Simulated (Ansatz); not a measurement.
Eu

```cif
data_structure
_symmetry_space_group_name_H-M 'P 1'
_symmetry_Int_Tables_number 1
_cell_length_a 3.9472
_cell_length_b 3.9472
_cell_length_c 7.8944
_cell_angle_alpha 109.471
_cell_angle_beta 109.471
_cell_angle_gamma 109.471
_cell_volume 94.68
loop_
_atom_site_label
_atom_site_type_symbol
_atom_site_fract_x
_atom_site_fract_y
_atom_site_fract_z
_atom_site_occupancy
Eu1 Eu 0.00000 0.00000 0.00000 1
Eu2 Eu 0.00000 0.00000 0.50000 1
```

Space group Im-3m; Hubbard U of 3.82 eV on Eu f only; site moments Eu: +7.1 μB and −7.1 μB in one cell of 2 atoms (antiferromagnetic in this solution, which needn't be the ground state, with some nearest magnetic neighbours parallel and some opposed); spin-polarised.

Method: DFT, PAW plane waves, PBE+U (Ansatz).

Question: Predict the electron localisation function between the atoms.

Answer: Eu–Eu (3.95 Å): the ELF is about 0.15 at the midpoint (no shared electron pair shows on this line).

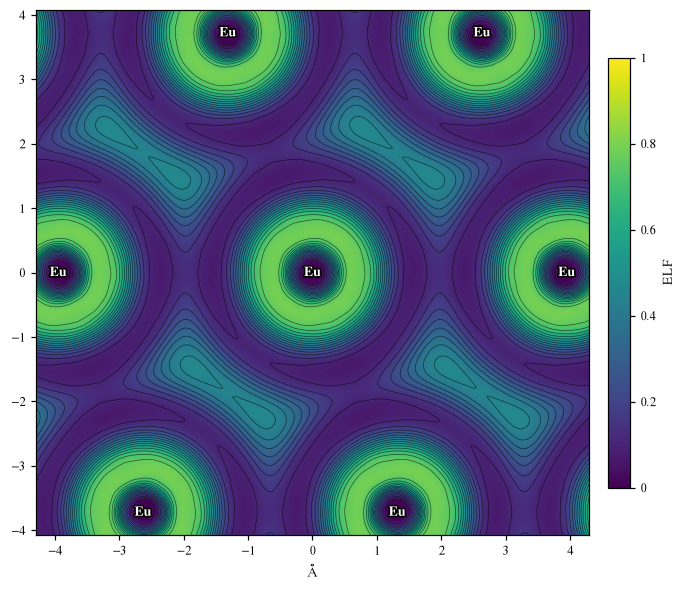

Computed electron localisation function on the (100) plane of the calculation cell. 
